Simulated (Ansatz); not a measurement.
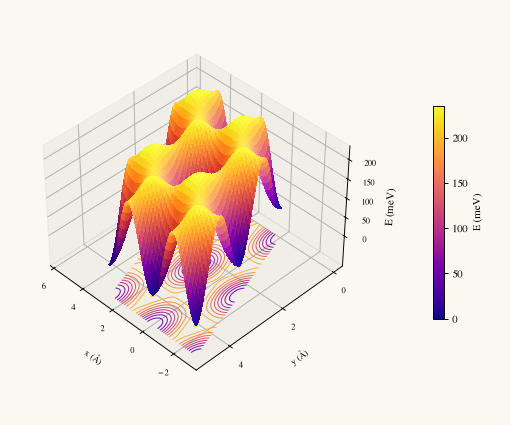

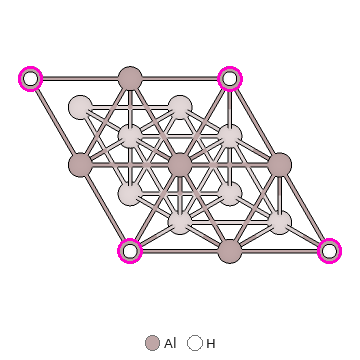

Energy landscape of H on an Al(001) slab cut from the P6_3/mmc phase, its upper half relaxed before the scan (36 atoms of substrate and one adsorbate in a 2 × 2 cell). H is moved over the surface cell at a fixed height above a rigid substrate; the origin of the map has the adsorbate above Al33; the height is held at 2.50 Å. Places are given modulo a cell vector. The map is drawn in real space over the plane of the surface. The grid has 6 × 6 points; 10 points were computed and 26 follow by symmetry. Places are given in fractions of the 1 × 1 surface cell. All energies are given in meV relative to the lowest grid point. The runs have no spin polarisation, so an open-shell adsorbate far from the surface lies too high. At a fixed height the lowest place need not be the adsorption site. All numbers below come from DFT PBE+D3(BJ), scalar-relativistic, plane waves, PAW in Ansatz. Settings: cutoff 420 eV, k-mesh 6×6×1, gaussian smearing 0.1 eV, no spin polarisation.

Drawn: a relief with its contours projected below, any walls above the top of the colour scale cut off. Between grid points the surface is interpolated. The second picture is the structure at the lowest point; rings mark the moved atoms.

Q: Summarise what can be read from the map.

A: The lowest grid point is at the top site over a surface Al atom, (0/6, 0/6) of the cell vectors. It is the only kind of minimum in the scanned range. The highest grid point, a threefold hollow over a second-layer Al atom, (4/6, 2/6) of the cell vectors, lies 235 meV above the lowest. On the interpolated surface the easiest way out of the lowest well to its copy in the next cell or period passes a barrier of about 200 meV. At the lowest point the adsorbate has 1 Al at 2.50 Å as nearest neighbours, at the highest 3 Al at 2.98 Å.

The values on the grid:

```
second ↓, first →  0/6  1/6  2/6  3/6  4/6  5/6
              5/6   49  123  200  200  123   49
              4/6  150  200  226  200  150  125
              3/6  203  200  200  203  206  206
              2/6  150  123  150  206  235  206
              1/6   49   49  125  206  206  125
              0/6    0   49  150  203  150   49
```

Each point was launched as `ansatz run input.yaml --threads 2 --pin off --max-ram 6144MiB --backend cpu --events-out ev --progress --plain --runs-dir out`. Time for the 10 points that were run: 9.9 min on 2 threads of Intel(R) Xeon(R) Platinum 8488C (Sapphire Rapids), with other jobs on the host.

PAW datasets: the set soft_1.
